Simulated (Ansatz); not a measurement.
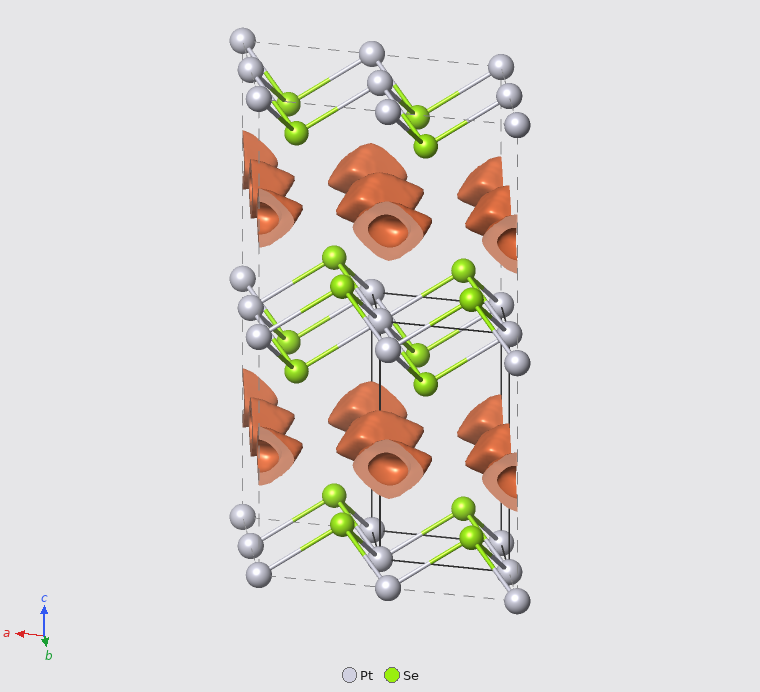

Bond-valence mismatch map for Li+ in PtSe₂ (P-3m1, No. 164): the orange surface encloses the points where |V − 1| < 0.15 v.u. (2×2×2 cells, view from a free direction). Pale faces close the region where the drawn box cuts it.

At each point the valence sum V of a Li+ ion is computed from the anions within 5 Å (s = exp((R0 − d)/b), R0 fitted to published crystal structures with b = 0.37 Å; R0: Li+–Se 2.032 Å). Points too close to the other cations are excluded (2.0 Å from Pt). Li+ is a guest here, not part of the formula. This is an empirical screen for pathways, not an energy calculation.

Source of the atomic positions: coordinates from a relaxation with DFT PBE, scalar-relativistic, plane waves, PAW in Ansatz 0.2.0.

```cif
data_structure
_symmetry_space_group_name_H-M 'P-3m1'
_symmetry_Int_Tables_number 164
_cell_length_a 3.7536
_cell_length_b 3.7536
_cell_length_c 6.2995
_cell_angle_alpha 90.000
_cell_angle_beta 90.000
_cell_angle_gamma 120.000
_cell_volume 76.87
loop_
_atom_site_label
_atom_site_type_symbol
_atom_site_symmetry_multiplicity
_atom_site_Wyckoff_symbol
_atom_site_fract_x
_atom_site_fract_y
_atom_site_fract_z
_atom_site_occupancy
Pt1 Pt 1 a 0.00000 0.00000 0.00000 1
Se1 Se 2 d 0.66667 0.33333 0.79275 1
```

How are the low-mismatch regions connected?

Answer. No path at this level: the regions are isolated pockets that do not connect across cells.

At which mismatch do paths open?

Answer. From a mismatch of about 0.25 v.u. the regions form a two-dimensional network in layers parallel to (001). No third dimension opens below 0.7 v.u. These are grid estimates, good to about 0.1 v.u.
